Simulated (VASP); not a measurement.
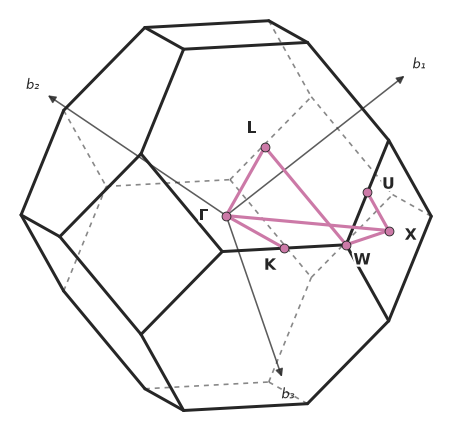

For GaSb, the end point of a relaxation with VASP Kohn-Sham DFT of a periodic cell, PW91, VASP PAW PBE potentials, recommended in VASP: the figure shows the first Brillouin zone with its special points and a band path. The drawing is computed from the coordinates (standard cell, symmetry found to 0.002 Å).

Labels and path follow the convention of Hinuma et al. (2017), as computed by seekpath; the arrows show the directions of the reciprocal primitive vectors b₁, b₂, b₃.

### Name the Bravais lattice of the crystal.

A face-centred cubic lattice (cF; extended symbol cF2). The zone is a truncated octahedron in its combinatorial type: 14 faces (6 with 4 edges, 8 with 6 edges), 36 edges, 24 vertices.

### Write the standard path through the labelled points.

Γ–X–U | K–Γ–L–W–X
